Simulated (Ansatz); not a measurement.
System: Pt, space group Im-3m (No. 229).

Structure:
```yaml
crystal:
  lattice:
    - [-1.58422, 1.58422, 1.58422]
    - [1.58422, -1.58422, 1.58422]
    - [1.58422, 1.58422, -1.58422]
  atoms:
    - { symbol: Pt, position: [0.00000, 0.00000, 0.00000] }
```

Calculation (Ansatz 0.2.0): homogeneous strain of a crystal along one Voigt pattern with engineering shear, fractional coordinates fixed, by plane-wave density functional theory with PAW datasets, free energies less that of the undisturbed cell, pressure positive in compression; scalar-relativistic. Level: r2SCAN, no spin polarisation.

- wave cutoff: 500 eV
- k mesh: 22×22×22
- occupations: Gaussian
- smearing width: 0.15 eV
- k shift: (0, 0, 0) (mesh steps)
- start: as given
- strain pattern: (1, 0, 0, 0, 0, 0) (xx yy zz yz xz xy with engineering shear)

What does the calculation give for the energy change, tensile stress summed over the strain pattern and pressure against strain? The strain takes the values −0.020, −0.010, 0.000, 0.005, 0.015.

The energy falls towards negative values, so the start isn't a stationary minimum along this path. The energy change rises from −9.54 meV/atom at strain −0.020 to 11.46 meV/atom at 0.015. The tensile stress summed over the strain pattern rises from 3.097 GPa at strain −0.020 to 8.880 GPa at 0.015. The pressure falls from −1.750 GPa at strain −0.020 to −9.687 GPa at 0.015.

```json
{"strain": "-0.020", "energy change (meV/atom)": "-9.54", "tensile stress summed over the strain pattern (GPa)": "3.097", "pressure (GPa)": "-1.750"}
{"strain": "-0.010", "energy change (meV/atom)": "-5.61", "tensile stress summed over the strain pattern (GPa)": "4.811", "pressure (GPa)": "-4.189"}
{"strain": "0.000", "energy change (meV/atom)": "0.00", "tensile stress summed over the strain pattern (GPa)": "6.488", "pressure (GPa)": "-6.488"}
{"strain": "0.005", "energy change (meV/atom)": "3.42", "tensile stress summed over the strain pattern (GPa)": "7.299", "pressure (GPa)": "-7.586"}
{"strain": "0.015", "energy change (meV/atom)": "11.46", "tensile stress summed over the strain pattern (GPa)": "8.880", "pressure (GPa)": "-9.687"}
```

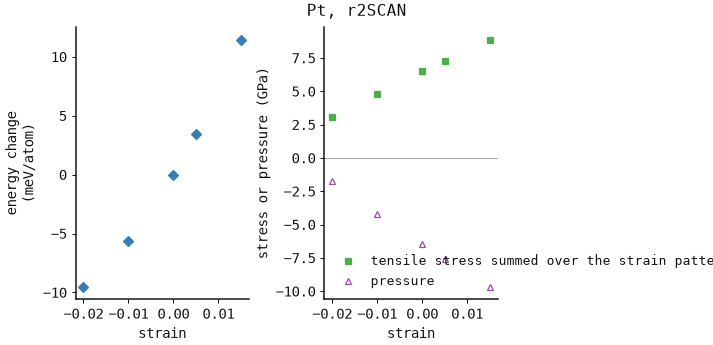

Limits of the calculation: reference crystal is not relaxed.
